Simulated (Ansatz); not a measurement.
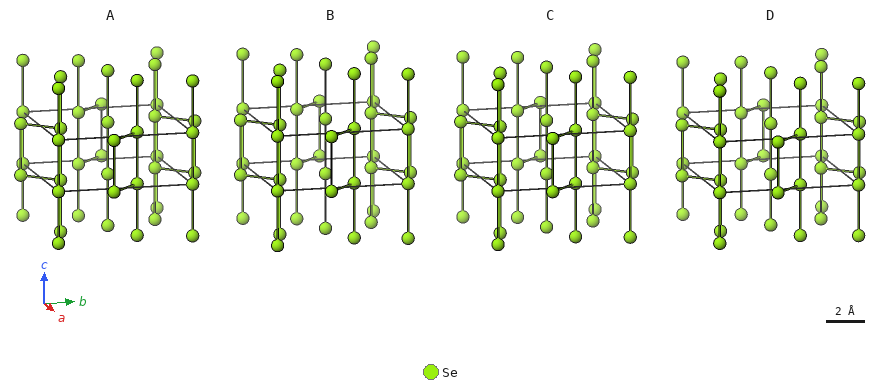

4 geometries from one relaxation of solid Se (a generated structure, set up in P4/mbm), in shuffled order. A ball-and-stick model of the cell of the calculation, seen slightly off an axis.

The calculation used DFT PBE, scalar-relativistic, plane waves, PAW in Ansatz 0.2.0. Set-up: plane-wave cutoff 420 eV; k-point mesh 6 × 6 × 12; occupations gaussian; smearing width 0.1 eV; no spin polarisation; cell and atoms relaxed; force threshold 0.01 eV/Å; at most 80 steps.

**Put them in the order of the run, from the start to the converged end.**

B, C, A, D. They are steps 0, 2, 3, 9, at +0.230 eV per cell of the calculation, +0.180 eV per cell of the calculation, +0.104 eV per cell of the calculation relative to the last. The energy falls by 0.230 eV per cell of the calculation in 6 accepted moves (9 points after the start). The largest force component goes from 0.0024 to 0.0056 eV/Å. Pressure: 0.27 GPa at the start and −0.01 GPa at the end. The line search rejected the trial steps at points 4, 6 of the run. At 1 point the geometry stayed and the basis and grid were re-selected for the new cell (energy shift of 0.2 meV per cell of the calculation at most each time). The largest moves relative to the cell, 0.10 Å, are those of Se atoms. Cell: a = b 7.185 → 7.641 Å (+6.3 %), c 2.975 → 2.759 Å (−7.3 %). Volume +4.9 %. Among the contacts that change: Se–Se 2.975 → 2.759 Å, Se–Se 2.413 → 2.361 Å. The space group stays P4/mbm (No. 127). The run took 8.2 min on 1 thread of Arm Neoverse V1, with other jobs on the host, peak memory 0.69 GiB.
